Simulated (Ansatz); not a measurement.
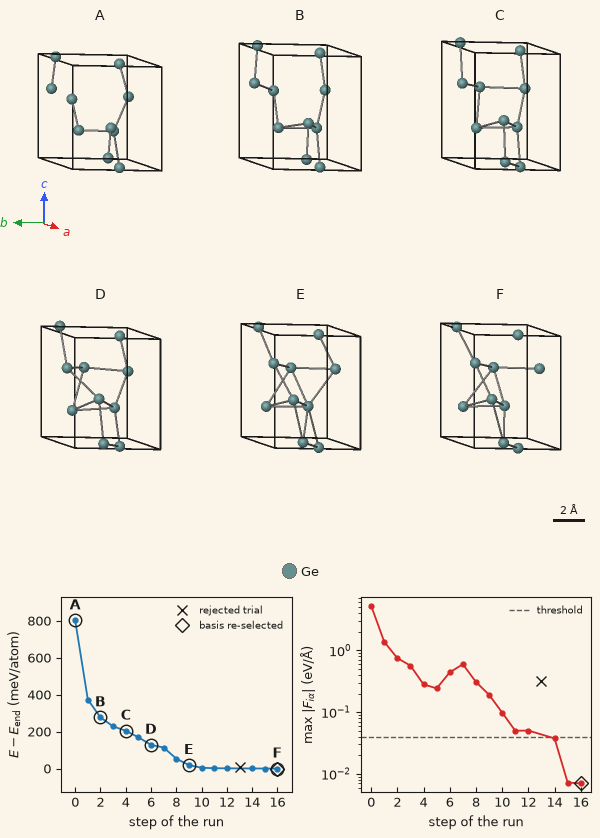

Frames of a relaxation of a crystal of Ge (a generated structure, set up in P3_112) (coarse preliminary run), marked on the history of the run. Style: ball-and-stick. Shown: the cell of the calculation, from a free direction.

Computed with DFT PBE, scalar-relativistic, plane waves, PAW in Ansatz 0.2.0. Set-up: plane-wave cutoff 420 eV; k-point mesh 3 × 3 × 4; occupations gaussian; smearing width 0.1 eV; no spin polarisation; cell and atoms relaxed; force threshold 0.04 eV/Å; at most 70 steps.

> Describe the path.

The energy falls by 802 meV per atom in 14 accepted moves (16 points after the start). The largest force component goes from 5.3 to 0.007 eV/Å. Pressure: 22.82 GPa at the start and 0.09 GPa at the end. The line search rejected the trial step at point 13 of the run. At 1 point the geometry stayed and the basis and grid were re-selected for the new cell (energy shift of 0.5 meV per atom at most each time). The largest moves relative to the cell, 1.49 Å, are those of Ge atoms. The drawn cell changes as follows: a = b 5.788 → 5.636 Å (−2.6 %), c 6.789 → 7.404 Å (+9.1 %); the volume changes by +3.4 %. Near-neighbour distances that change, for instance: Ge–Ge 4.607 → 2.579 Å, Ge–Ge 2.076 → 3.261 Å, Ge–Ge 2.460 → 3.360 Å, Ge–Ge 3.472 → 2.633 Å. New bonds form: Ge–Ge (4.61 → 2.58 Å). Among the angles between lasting bonds that change: Ge–Ge–Ge 96.3° → 69.7°, Ge–Ge–Ge 137.2° → 124.7°. The space group stays P3_112 (No. 151). From step 0 to 2: Ge atoms move most (0.23 Å), volume +8.2 %, energy −525 meV per atom. From step 2 to 4: Ge atoms move most (0.38 Å), volume −4.5 %, energy −72.2 meV per atom. From step 4 to 6: Ge atoms move most (0.37 Å), volume −3.7 %, energy −76.4 meV per atom. From step 6 to 9: Ge atoms move most (0.52 Å), volume +2.4 %, energy −110 meV per atom. From step 9 to 16: Ge atoms move most (0.28 Å), volume +1.6 %, energy −19.0 meV per atom.

```csv
step,"E − E(0), meV/atom","largest force component, eV/Å","pressure, GPa","volume, Å³/atom",note
0,0.00,5.3318,22.82,21.882,
1,-428.33,1.3805,7.94,24.110,
2,-524.88,0.7520,3.31,23.671,
3,-573.53,0.5678,0.22,23.070,
4,-597.08,0.2824,-0.83,22.609,
5,-632.73,0.2428,-1.19,22.263,
6,-673.47,0.4414,-0.42,21.773,
7,-688.31,0.5991,1.71,21.364,
8,-748.48,0.3086,0.34,21.861,
9,-783.27,0.1916,-0.51,22.285,
10,-797.50,0.0985,-0.28,22.495,
11,-800.06,0.0499,-0.07,22.636,
12,-800.66,0.0504,-0.41,22.790,
13,-791.67,0.3244,-0.53,22.997,rejected
14,-801.34,0.0376,0.11,22.601,
15,-801.68,0.0072,0.04,22.631,
16,-802.22,0.0070,0.09,22.631,"same geometry, new basis"
```
